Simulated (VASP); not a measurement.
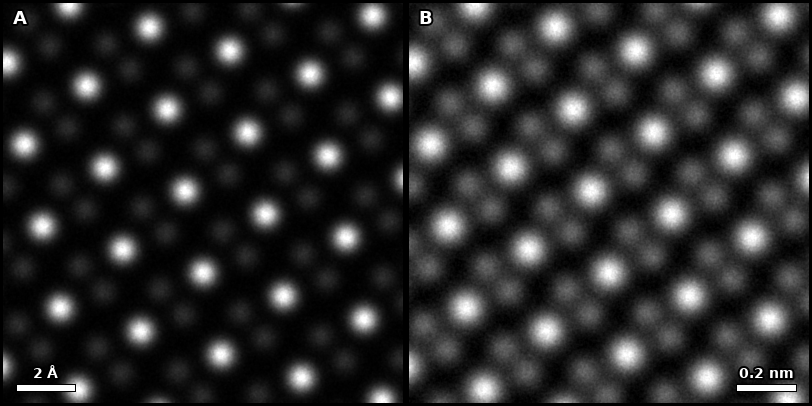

Two simulated images of the same area of TiO2 (R-3m, No. 166) along [211], with a probe of 0.71 Å. One is incoherent Z contrast (Z^1.8 per atom), the other the projected potential of neutral atoms blurred by the probe (iDPC-like, thin sample). Brightness is counted from the darkest point of the image. Shot noise was added. Atomic positions: a cell listed in the Materials Project, as set up for an electronic-structure calculation.

### Which panel is which, and how can one tell?

A is the Z-contrast image and B the potential image. The columns of 1 O per repeat reach about 16 % of the brightest peak (1 Ti) in A but about 37 % in B, mainly since the potential grows much more slowly with atomic number.
